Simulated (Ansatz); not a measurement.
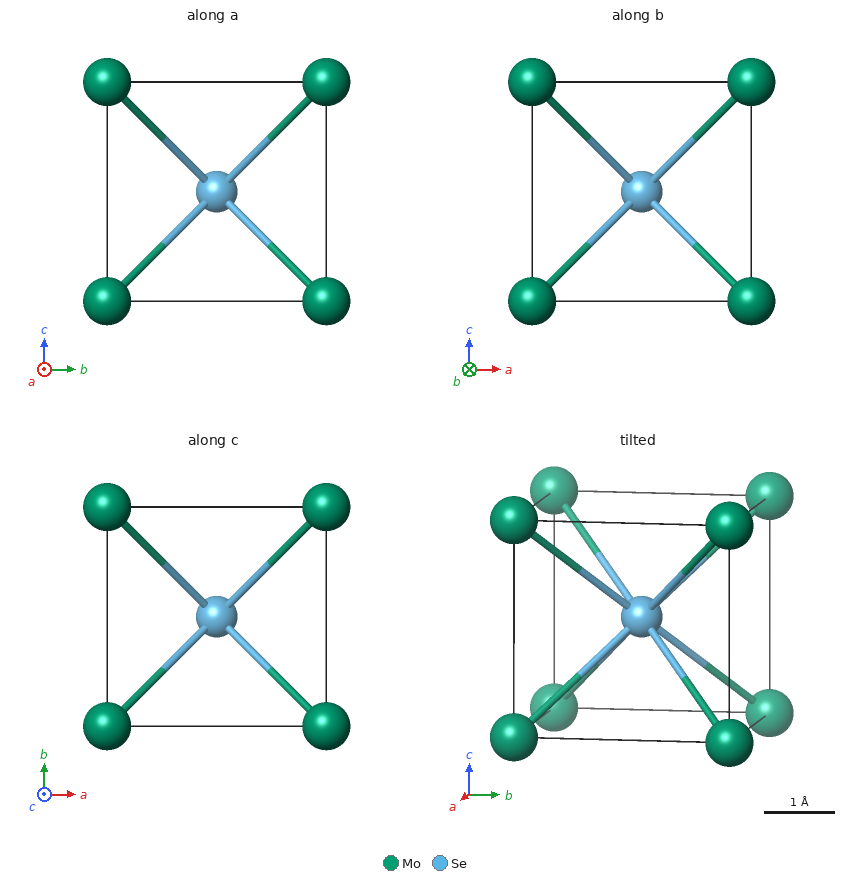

The figure gives a ball-and-stick picture of the atoms, viewed along the a axis, along the b axis, along the c axis and slightly off an axis. The frame is the conventional unit cell; atoms at its boundary are shown with their periodic copies.

Lattice parameters: a = 3.146 Å, b = 3.146 Å, c = 3.146 Å, α = 90.00°, β = 90.00°, γ = 90.00°.

Q: Write down what is shown as a table of Wyckoff sites.

A: Space group Pm-3m (No. 221).
```csv
atom,site,x,y,z
Mo,1a,0.0000,0.0000,0.0000
Se,1b,0.5000,0.5000,0.5000
```

Origin of the cell: a structure type filled with these elements by a generator (whether the compound takes this form wasn't checked). The picture shows the end point of a geometry optimisation with Ansatz 0.2.0, DFT PBE, scalar-relativistic, plane waves, PAW.
